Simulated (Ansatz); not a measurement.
System: Si₆Ge.

The calculation's input:

```
crystal:
  lattice:
    - [2.626333756, -2.5614914272, 0.0343660924]
    - [2.626333756, 2.5614914272, 0.0343660924]
    - [-0.1232183969, 0.0, 9.4106528012]
  atoms:
    - { symbol: Si, position: [0.74927364, 0.25072636, 0.0] }
    - { symbol: Si, position: [0.25072636, 0.74927364, 0.0] }
    - { symbol: Si, position: [0.5000184725, 1.0000141618, 0.7420556096] }
    - { symbol: Si, position: [-1.41618e-05, 0.4999815275, 0.2579443904] }
    - { symbol: Si, position: [0.4999815275, -1.41618e-05, 0.2579443904] }
    - { symbol: Si, position: [1.0000141618, 0.5000184725, 0.7420556096] }
    - { symbol: Ge, position: [0.5, 0.5, 0.5] }
basis:
  ecutwfc: 420
kpoints:
  mp_grid: { grid: [10, 10, 4] }
hamiltonian:
  xc: pbe
scf:
  occupations: { method: gaussian, width: 0.1 }
output:
  forces: true
  stress: true
  eigenvalues: true
  write_density: true
  write_potential: true
  elf: true
  volumetric_format: npy
relax:
  adjacent_minimum: "off"
  f_tol: 0.01
  max_steps: 30
  cell: { stress_tol: 0.1, fix: [volume] }
```

Launched as:

```sh
ansatz run input.yaml --threads 1 --pin off --max-ram 2560MiB --backend cpu --events-out ev --progress --plain --runs-dir out
```

Below, planes, directions and counts refer to the conventional cell (a = 5.11 Å, b = 5.25 Å, c = 9.44 Å, α = 90.00°, β = 90.00°, γ = 90.00°).

The fields are those of the run's last geometry, not of the input's.

Space group Cmmm; a generated structure, not necessarily the stable one; changed on purpose from its base cell (volume × 1.10, shape and atoms relaxed); computed pressure about −7 GPa in this cell.

Theory: DFT PBE, scalar-relativistic, plane waves, PAW in Ansatz 0.2.0.

Q: What will maps of the valence pseudo-density and electron localisation function show?

A: Si–Si (2.55 Å): ρ is about 0.41 e/Å³ halfway; the ELF peaks at about 0.90 between the atoms.
Si–Ge (2.94 Å): ρ at the midpoint is about 0.21 e/Å³; the ELF peaks at about 0.75 in the valence shell of Si, 0.9 Å from its nucleus, and drops to about 0.40 between the two atoms.

Q: Does the calculation give a band gap?

A: It is metallic or semimetallic at this level of theory: no gap opens.

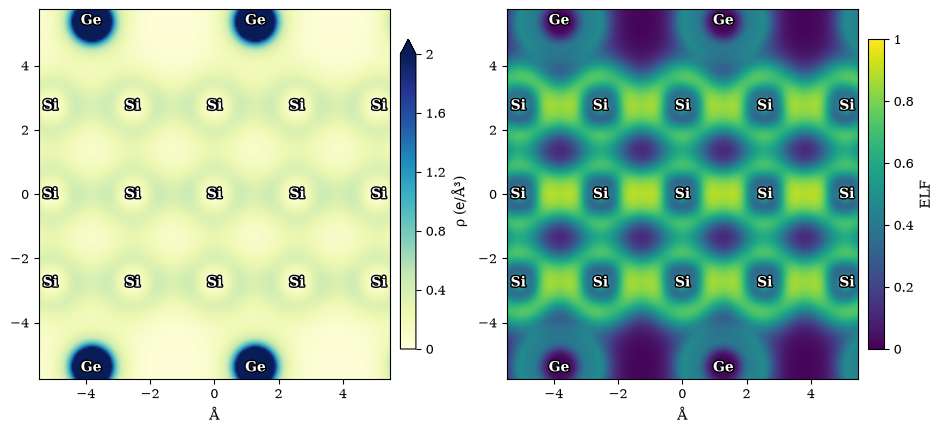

Computed valence pseudo-density and electron localisation function on the (011̄) plane of the conventional cell, in this order. 

In a PAW calculation such maps are meaningful between the atoms, not at the nuclei.
